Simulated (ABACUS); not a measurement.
## Bi: band-structure run

The run: band-structure run of Bi (1 atom in the cell). Method and program: Kohn-Sham DFT of a periodic cell, r2SCAN, SG15 ONCV 1.2 PBE, no spin polarisation (ABACUS 3.10.1).

The structure derives from a Materials Project entry. It belongs to a series of runs on one base structure; here: bands on the converged density.

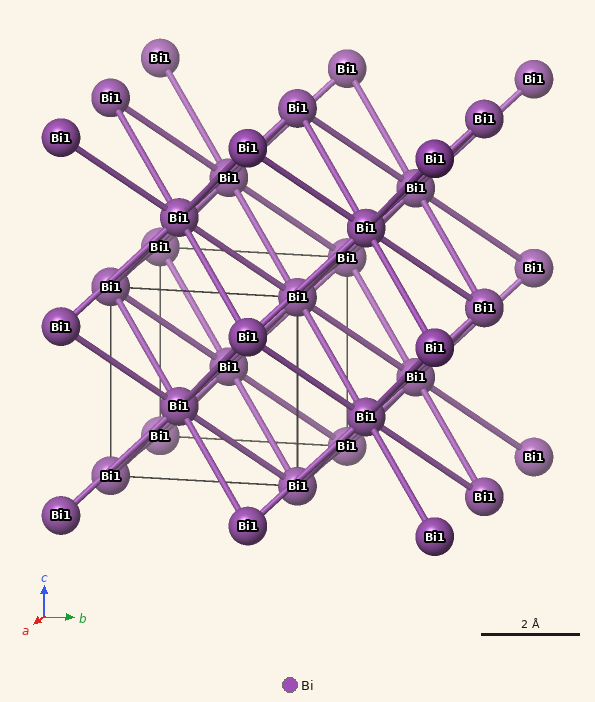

Figure 1. The structure (ball-and-stick view of the cell 2 times as large as that of the calculation, set on its symmetry axes, repeated 2 × 2 × 2, seen slightly off an axis; atoms are numbered from 1 in the order of the input). Near neighbours in the crystal (not all of them lie inside the picture): Bi has 8 Bi at 3.43 Å.

### Input
```
INPUT_PARAMETERS
suffix              Bi
calculation         nscf
basis_type          pw
pseudo_dir          ./
symmetry            -1
dft_functional      MGGA_X_R2SCAN+MGGA_C_R2SCAN
ecutwfc             76.0
pseudo_rcut         7
nspin               1
nbands              18
ks_solver           dav
smearing_method     fd
smearing_sigma      0.00367493
scf_thr             1e-08
scf_nmax            100
mixing_type         broyden
mixing_beta         0.7
mixing_tau          1
init_chg            file
pw_diag_thr         1e-07
out_band            1
kpar                4
```

### File STRU
```
ATOMIC_SPECIES
Bi 208.9804 Bi_ONCV_PBE-1.2.upf

LATTICE_CONSTANT
6.4854235633

LATTICE_VECTORS
-0.5773502692 0.5773502692 0.5773502692
0.5773502692 -0.5773502692 0.5773502692
0.5773502692 0.5773502692 -0.5773502692

ATOMIC_POSITIONS
Cartesian

Bi
0.0
1
0.0000000000 0.0000000000 0.0000000000 1 1 1
```

### File KPT
```
K_POINTS
8
Line
0.00000000 0.00000000 0.00000000 10 // G
0.50000000 -0.50000000 0.50000000 10 // H
0.00000000 0.00000000 0.50000000 10 // N
0.00000000 0.00000000 0.00000000 10 // G
0.25000000 0.25000000 0.25000000 10 // P
0.50000000 -0.50000000 0.50000000 1 // H
0.25000000 0.25000000 0.25000000 10 // P
0.00000000 0.00000000 0.50000000 1 // N
```

Launch command:
```bash
OMP_NUM_THREADS=1 mpirun -np 4 abacus > log
```

### Log
```
ABACUS v3.10.1

               Atomic-orbital Based Ab-initio Computation at UStc

 ------------------------------------------------------------------------------------

 READING GENERAL INFORMATION
                           global_out_dir = OUT.Bi/
                           global_in_card = INPUT
                               pseudo_dir = ./
                              orbital_dir =
                                    DSIZE = 4
                                    GSIZE = 1

 READING UNITCELL INFORMATION
                                    ntype = 1
                  lattice constant (Bohr) = 6.48542
              lattice constant (Angstrom) = 3.43194

 READING ATOM TYPE 1
                               atom label = Bi
                      L=0, number of zeta = 1
                      L=1, number of zeta = 1
                      L=2, number of zeta = 1
             number of atom for this type = 1

                        TOTAL ATOM NUMBER = 1
CARTESIAN COORDINATES ( UNIT =       6.485423563300 Bohr ).
    atom                   x                   y                   z     mag                  vx                  vy                  vz
tauc_Bi1            0.0000000000        0.0000000000        0.0000000000  0.0000        0.0000000000        0.0000000000        0.0000000000

                          Volume (Bohr^3) = 209.987
                             Volume (A^3) = 31.1169

 Lattice vectors: (Cartesian coordinate: in unit of a_0)
             -0.57735            +0.57735            +0.57735
             +0.57735            -0.57735            +0.57735
             +0.57735            +0.57735            -0.57735
 Reciprocal vectors: (Cartesian coordinate: in unit of 2 pi/a_0)
                   +0           +0.866025           +0.866025
            +0.866025                  +0           +0.866025
            +0.866025           +0.866025                  +0
 The esolver type has been set to : ksdft_pw

                PAO radial cut off (Bohr) = 7

 Read in pseudopotential file is Bi_ONCV_PBE-1.2.upf
                     pseudopotential type = NC
          exchange-correlation functional = PBE
                 nonlocal core correction = 0
                        valence electrons = 15
                                     lmax = 3
                           number of zeta = 0
                     number of projectors = 8
                           L of projector = 0
                           L of projector = 0
                           L of projector = 1
                           L of projector = 1
                           L of projector = 2
                           L of projector = 2
                           L of projector = 3
                           L of projector = 3
 XC functional updated to : MGGA_X_R2SCAN+MGGA_C_R2SCAN
          exchange-correlation functional = MGGA_X_R2SCAN+MGGA_C_R2SCAN
     initial pseudo atomic orbital number = 0

 SETUP THE ELECTRONS NUMBER
            electron number of element Bi = 15
      total electron number of element Bi = 15
            AUTOSET number of electrons:  = 15
                           occupied bands = 8
                                   NBANDS = 18
                                   NLOCAL = 9

%%%%%%%%%%%%%%%%%%%%%%%%%%%%%%%%%%%%%%%%%%%%%%%%%%%%%%%%%%%%%%%%%%%%%%%%%%%%%%%%%%%%%%%%%%%%%%%%%%%%%%%%%%
 Warning: the number of valence electrons in pseudopotential > 5 for Bi: [Xe] 4f14 5d10 6s2 6p3
 Pseudopotentials with additional electrons can yield (more) accurate outcomes, but may be less efficient.
 If you're confident that your chosen pseudopotential is appropriate, you can safely ignore this warning.
%%%%%%%%%%%%%%%%%%%%%%%%%%%%%%%%%%%%%%%%%%%%%%%%%%%%%%%%%%%%%%%%%%%%%%%%%%%%%%%%%%%%%%%%%%%%%%%%%%%%%%%%%%

 SETUP THE PLANE WAVE BASIS
 energy cutoff for charge/potential (unit:Ry) = 304
            fft grid for charge/potential = [ 36, 36, 36 ]
                        fft grid division = [ 1, 1, 1 ]
        big fft grid for charge/potential = [ 36, 36, 36 ]
                                     nbxx = 46656
                                     nrxx = 46656

 SETUP PLANE WAVES FOR CHARGE/POTENTIAL
                    number of plane waves = 18749
                         number of sticks = 949

 PARALLEL PW FOR CHARGE/POTENTIAL
     PROC   COLUMNS(POT)             PW
        1            949          18749
 --------------- sum -------------------
        1            949          18749
                            number of |g| = 200
                                  max |g| = 322.5
                                  min |g| = 0

----------- Double Check Mixing Parameters Begin ------------
mixing_type: broyden
mixing_beta: 0.7
mixing_gg0: 1
mixing_gg0_min: 0.1
mixing_ndim: 8
----------- Double Check Mixing Parameters End ------------

 SETUP K-POINTS
                                    nspin = 1
                                   nkstot = 62
K-POINTS DIRECT COORDINATES
 KPOINTS    DIRECT_X    DIRECT_Y    DIRECT_Z  WEIGHT
       1  0.00000000  0.00000000  0.00000000  1.0000
       2  0.05000000 -0.05000000  0.05000000  1.0000
       3  0.10000000 -0.10000000  0.10000000  1.0000
       4  0.15000000 -0.15000000  0.15000000  1.0000
       5  0.20000000 -0.20000000  0.20000000  1.0000
       6  0.25000000 -0.25000000  0.25000000  1.0000
       7  0.30000000 -0.30000000  0.30000000  1.0000
       8  0.35000000 -0.35000000  0.35000000  1.0000
       9  0.40000000 -0.40000000  0.40000000  1.0000
      10  0.45000000 -0.45000000  0.45000000  1.0000
      11  0.50000000 -0.50000000  0.50000000  1.0000
      12  0.45000000 -0.45000000  0.50000000  1.0000
      13  0.40000000 -0.40000000  0.50000000  1.0000
      14  0.35000000 -0.35000000  0.50000000  1.0000
      15  0.30000000 -0.30000000  0.50000000  1.0000
      16  0.25000000 -0.25000000  0.50000000  1.0000
      17  0.20000000 -0.20000000  0.50000000  1.0000
      18  0.15000000 -0.15000000  0.50000000  1.0000
      19  0.10000000 -0.10000000  0.50000000  1.0000
      20  0.05000000 -0.05000000  0.50000000  1.0000
      21  0.00000000  0.00000000  0.50000000  1.0000
      22  0.00000000  0.00000000  0.45000000  1.0000
      23  0.00000000  0.00000000  0.40000000  1.0000
      24  0.00000000  0.00000000  0.35000000  1.0000
      25  0.00000000  0.00000000  0.30000000  1.0000
      26  0.00000000  0.00000000  0.25000000  1.0000
      27  0.00000000  0.00000000  0.20000000  1.0000
      28  0.00000000  0.00000000  0.15000000  1.0000
      29  0.00000000  0.00000000  0.10000000  1.0000
      30  0.00000000  0.00000000  0.05000000  1.0000
[... 32 further k points ...]

           k-point number in this process = 16
       minimum distributed K point number = 15

[... K-POINTS CARTESIAN COORDINATES: 16 rows ...]

[... K-POINTS DIRECT COORDINATES: 16 rows ...]

 SETUP PLANE WAVES FOR WAVE FUNCTIONS
     energy cutoff for wavefunc (unit:Ry) = 76
              fft grid for wave functions = [ 36, 36, 36 ]
                    number of plane waves = 3055
                         number of sticks = 283

 PARALLEL PW FOR WAVE FUNCTIONS
     PROC   COLUMNS(POT)             PW
        1            283           3055
 --------------- sum -------------------
        1            283           3055

 SETUP NONLOCAL PSEUDOPOTENTIALS IN PLANE WAVE BASIS
 Bi non-local projectors:
 projector 1 L=0
 projector 2 L=0
 projector 3 L=1
 projector 4 L=1
 projector 5 L=2
 projector 6 L=2
 projector 7 L=3
 projector 8 L=3
      TOTAL NUMBER OF NONLOCAL PROJECTORS = 32

 Init Non-Local PseudoPotential table :
 Init Non-Local-Pseudopotential done.

                                     npwx = 2382

 -------------------------------------------
 NONSELF-CONSISTENT
 -------------------------------------------
                                 init_chg = file
 try to read charge from file
 Read in the charge density: OUT.Bi//Bi-CHARGE-DENSITY.restart
 try to read kinetic energy density from file
 Read in the kinetic energy density: OUT.Bi//Bi-TAU-DENSITY.restart

 PW ALGORITHM --------------- ION=   1  ELEC=   1--------------------------------
 k(1/62) Iter steps (avg)=10 threshold=1e-07
 k(2/62) Iter steps (avg)=11 threshold=1e-07
 k(3/62) Iter steps (avg)=11 threshold=1e-07
 k(4/62) Iter steps (avg)=12 threshold=1e-07
 k(5/62) Iter steps (avg)=13 threshold=1e-07
 k(6/62) Iter steps (avg)=15 threshold=1e-07
 k(7/62) Iter steps (avg)=17 threshold=1e-07
 k(8/62) Iter steps (avg)=22 threshold=1e-07
 k(9/62) Iter steps (avg)=17 threshold=1e-07
 k(10/62) Iter steps (avg)=18 threshold=1e-07
 k(11/62) Iter steps (avg)=17 threshold=1e-07
 k(12/62) Iter steps (avg)=15 threshold=1e-07
 k(13/62) Iter steps (avg)=18 threshold=1e-07
 k(14/62) Iter steps (avg)=23 threshold=1e-07
 k(15/62) Iter steps (avg)=37 threshold=1e-07
 k(16/62) Iter steps (avg)=31 threshold=1e-07
[... levels at 16 k points of this process ...]

 Density error is 0.00000000000
                          Error Threshold = 1.00000000000e-07
----------------------------------------------------------
     Energy           Rydberg                 eV
----------------------------------------------------------
 E_KohnSham     -135.2270539321      -1839.8584572300
 E_KS(sigma->0) -135.2269639276      -1839.8572326562
 E_Harris       -135.2270539321      -1839.8584572300
 E_band         -5.4845624197        -74.6212999448
 E_one_elec     -36.9500920316       -502.7317932537
 E_Hartree      26.1189011857        355.3658816252
 E_xc           -15.0542604206       -204.8237208967
 E_Ewald        -109.3414226567      -1487.6663755572
 E_entropy(-TS) -0.0001800090        -0.0024491476
 E_descf        0.0000000000         0.0000000000
 E_exx          0.0000000000         0.0000000000
 E_Fermi        0.8542580727         11.6227773516
----------------------------------------------------------

 charge density convergence is achieved
 final etot is -1839.8584572 eV
 EFERMI = 11.622777352 eV

 STATE ENERGY(eV) AND OCCUPATIONS    NSPIN == 1
 1/16 kpoint (Cartesian) = 0.0000 0.0000 0.0000 (2315 pws)
       1       -10.5809      0.0322581
       2       -10.5809      0.0322581
       3       -10.5809      0.0322581
       4       -10.4261      0.0322581
       5       -10.4261      0.0322581
       6       -2.11822      0.0322581
       7        17.2429    4.92767e-51
       8        17.2429    4.92767e-51
       9        17.2429    4.92767e-51
      10        21.8146        0.00000
      11        23.6628        0.00000
      12        23.6628        0.00000
      13        23.6628        0.00000
      14        24.8637        0.00000
      15        24.8637        0.00000
      16        24.8637        0.00000
      17        26.2838        0.00000
      18        26.2838        0.00000

 2/16 kpoint (Cartesian) = 0.0000 0.086603 0.0000 (2331 pws)
       1       -10.5767      0.0322581
       2       -10.5767      0.0322581
       3       -10.5752      0.0322581
       4       -10.4300      0.0322581
       5       -10.4256      0.0322581
       6       -2.02502      0.0322581
       7        16.4817    2.01520e-44
       8        16.9585    1.45641e-48
       9        16.9585    1.45641e-48
      10        22.5517        0.00000
      11        22.9016        0.00000
      12        23.2470        0.00000
      13        23.2470        0.00000
      14        24.9071        0.00000
      15        25.8048        0.00000
      16        25.8048        0.00000
      17        26.5966        0.00000
      18        27.2214        0.00000

 3/16 kpoint (Cartesian) = 0.0000 0.17321 0.0000 (2343 pws)
       1       -10.5644      0.0322581
       2       -10.5644      0.0322581
       3       -10.5587      0.0322581
       4       -10.4416      0.0322581
       5       -10.4255      0.0322581
       6       -1.74752      0.0322581
       7        15.0221    9.60383e-32
       8        16.1893    6.98933e-42
       9        16.1893    6.98933e-42
      10        21.6561        0.00000
      11        23.0583        0.00000
      12        23.0583        0.00000
      13        23.7762        0.00000
      14        25.0391        0.00000
      15        27.4756        0.00000
      16        27.4756        0.00000
      17        27.6477        0.00000
      18        28.9884        0.00000

 4/16 kpoint (Cartesian) = 0.0000 0.25981 0.0000 (2339 pws)
       1       -10.5440      0.0322581
       2       -10.5440      0.0322581
       3       -10.5331      0.0322581
       4       -10.4597      0.0322581
       5       -10.4294      0.0322581
       6       -1.29314      0.0322581
       7        13.5454    6.44030e-19
       8        15.1441    8.37180e-33
       9        15.1441    8.37179e-33
      10        20.4705    4.55173e-79
      11        23.3529        0.00000
      12        23.3529        0.00000
      13        24.7158        0.00000
      14        25.2645        0.00000
      15        29.0295        0.00000
      16        29.3781        0.00000
      17        29.3781        0.00000
      18        31.0136        0.00000

 5/16 kpoint (Cartesian) = 0.0000 0.34641 0.0000 (2342 pws)
       1       -10.5160      0.0322581
       2       -10.5160      0.0322581
       3       -10.5009      0.0322581
       4       -10.4827      0.0322581
       5       -10.4413      0.0322581
       6      -0.677900      0.0322581
       7        12.2493    1.16597e-07
       8        14.0239    4.49261e-23
       9        14.0239    4.49261e-23
      10        19.4296    5.00403e-70
      11        24.0279        0.00000
      12        24.0279        0.00000
      13        25.4722        0.00000
      14        25.5892        0.00000
      15        27.9665        0.00000
      16        31.3493        0.00000
      17        31.3493        0.00000
      18        33.1528        0.00000

 6/16 kpoint (Cartesian) = 0.0000 0.43301 0.0000 (2350 pws)
       1       -10.5084      0.0322581
       2       -10.4821      0.0322581
       3       -10.4821      0.0322581
       4       -10.4652      0.0322581
       5       -10.4631      0.0322581
       6      0.0680007      0.0322581
       7        11.2064      0.0322503
       8        12.9564    8.40467e-14
       9        12.9564    8.40466e-14
      10        18.5513    2.12927e-62
      11        24.9910        0.00000
      12        24.9910        0.00000
      13        25.4052        0.00000
      14        26.0169        0.00000
      15        26.3440        0.00000
      16        33.2380        0.00000
      17        33.2380        0.00000
      18        35.2665        0.00000

[... levels at 10 further k points ...]

 --------------------------------------------
 !FINAL_ETOT_IS -1839.858457230009 eV
 --------------------------------------------

 Output bands in file: OUT.Bi/BANDS_1.dat
```

### Standard output
```
ABACUS v3.10.1

               Atomic-orbital Based Ab-initio Computation at UStc

 dft_functional readin is: MGGA_X_R2SCAN+MGGA_C_R2SCAN
 dft_functional in pseudopot file is: PBE
 Please make sure this is what you need

%%%%%%%%%%%%%%%%%%%%%%%%%%%%%%%%%%%%%%%%%%%%%%%%%%%%%%%%%%%%%%%%%%%%%%%%%%%%%%%%%%%%%%%%%%%%%%%%%%%%%%%%%
 Warning: the number of valence electrons in pseudopotential > 5 for Bi: [Xe] 4f14 5d10 6s2 6p3
 Pseudopotentials with additional electrons can yield (more) accurate outcomes, but may be less efficient.
 If you're confident that your chosen pseudopotential is appropriate, you can safely ignore this warning.
%%%%%%%%%%%%%%%%%%%%%%%%%%%%%%%%%%%%%%%%%%%%%%%%%%%%%%%%%%%%%%%%%%%%%%%%%%%%%%%%%%%%%%%%%%%%%%%%%%%%%%%%%

 UNIFORM GRID DIM        : 36 * 36 * 36
 UNIFORM GRID DIM(BIG)   : 36 * 36 * 36
func,idMGGA_X_R2SCAN 497
func,idMGGA_C_R2SCAN 498
 ---------------------------------------------------------
 ---------------------------------------------------------
 SPIN    KPOINTS         PROCESSORS  THREADS
 1       62              4           4
 ---------------------------------------------------------
 Use plane wave basis
 ---------------------------------------------------------
 ELEMENT NATOM       XC
 Bi      1
 ---------------------------------------------------------
 Initial plane wave basis and FFT box
 ---------------------------------------------------------
 -------------------------------------------
 NONSELF-CONSISTENT :
 -------------------------------------------
 START CHARGE      : file
 ITER       ETOT/eV          EDIFF/eV         DRHO         DKIN     TIME/s
 DA1     -1.83985846e+03   0.00000000e+00   0.0000e+00   0.0000e+00  15.21
```

### Summary

| quantity | value |
| --- | --- |
| outcome | converged |
| space group (tolerance 0.01 Å) | Im-3m (229) |
| electrons treated | 15 |
| Fermi energy of the self-consistent step | 11.909 eV |
| hardware | 4 threads of Intel Xeon @ 3.00GHz (Skylake/Cascade Lake), 12 GiB of memory available, shared host |
| wall time | 16 s (CPU time 62 s) |
| peak memory | 0.36 GiB |

Spin–orbit coupling is left out, which matters for Bi.
